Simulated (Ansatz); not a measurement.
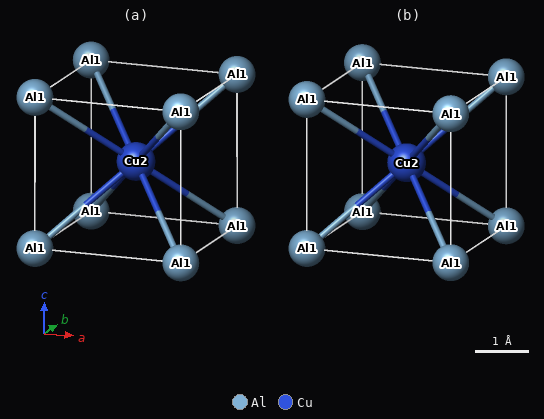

The structure of solid AlCu (set up in Pm-3m) before (left) and after (right) a relaxation, at one scale.

Style: ball-and-stick. Shown: the cell of the calculation, slightly off an axis.

All numbers below come from DFT PBEsol, scalar-relativistic, plane waves, PAW (Ansatz).

Input file:
```yaml
crystal:
  lattice:
    - [2.997509, 0.0, 0.0]
    - [0.0, 2.997509, 0.0]
    - [0.0, 0.0, 2.997509]
  atoms:
    - { symbol: Al, position: [0.0, 0.0, 0.0] }
    - { symbol: Cu, position: [0.5, 0.5, 0.5] }
basis:
  ecutwfc: 420
kpoints:
  mp_grid: { grid: [14, 14, 14] }
hamiltonian:
  xc: pbesol
scf:
  occupations: { method: gaussian, width: 0.1 }
output:
  forces: true
  stress: true
  eigenvalues: true
  write_density: true
  write_potential: true
  elf: true
  volumetric_format: npy
relax:
  adjacent_minimum: "off"
  f_tol: 0.005
  max_steps: 80
  cell: { stress_tol: 0.05 }
```

Command:
```bash
ansatz run input.yaml --threads 2 --pin off --max-ram 5120MiB --backend cpu --events-out ev --progress --plain --runs-dir out
```

Question: Describe what moved and what it gained.

Answer: The atoms keep their places relative to the cell (all moves are under 0.005 Å). The drawn cell changes as follows: a = b = c 2.998 → 2.956 Å (−1.4 %); the volume changes by −4.1 %. Near-neighbour distances that change, for instance: Al1–Cu2 2.596 → 2.560 Å. The space group stays Pm-3m (No. 221). Over 3 accepted moves (4 points after the start) the energy falls by 8.7 meV per atom. All forces vanish by symmetry, so only the cell relaxes. Pressure: −4.85 GPa at the start and 0.00 GPa at the end. The SCF was repeated once at an unchanged geometry on a basis and grid sized afresh for the cell, which shifted the energy by 0.2 meV per atom at most.
